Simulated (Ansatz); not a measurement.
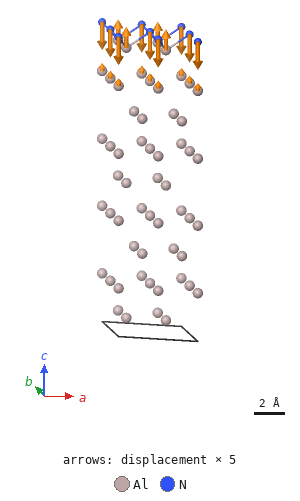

This is a constrained relaxation of a slab of composition Al$_{9}$N (cut from the P6_3/mmc phase). The starting structure is drawn; orange arrows show the displacements, magnified 5 times.

A ball-and-stick model of the 2 × 2 repeat of the cell, outlined in the plane, without the vacuum, seen slightly off an axis.

Case: N put at a hollow Al-Al-Al site. The slab is the (0 0 1) face of Al with N on it. 4 atoms are held fixed.

The calculation used Ansatz, DFT PBEsol, scalar-relativistic, plane waves, PAW. Set-up: plane-wave cutoff 420 eV; k-point mesh 12 × 12 × 1; occupations gaussian; smearing width 0.1 eV; no spin polarisation; dipole correction; atoms relaxed in a fixed cell; force threshold 0.03 eV/Å; at most 70 steps.

Question: What happened in the run?

Answer: The energy falls by 1.330 eV per cell of the calculation in 6 geometry steps. Largest force component: 3.6 eV/Å at the start, 0.012 eV/Å at the end. The atom that moves furthest is the N atom (0.39 Å along the normal (−c)). Largest moves by element: N 0.39 Å, Al 0.29 Å. The lattice vectors keep their values. Near-neighbour distances that change, for instance: Al–N 1.929 → 1.673 Å. Bond angles that change, for instance: Al–N–Al 94.6° → 115.9°, N–Al–N 94.6° → 115.9°. The run took 61 s on 1 thread of Intel(R) Xeon(R) 6975P-C (Granite Rapids), on a shared host, peak memory 0.53 GiB.

Limits of the set-up: the periodic images lie only 2.8 Å apart, so the values are limited by the cell's size.
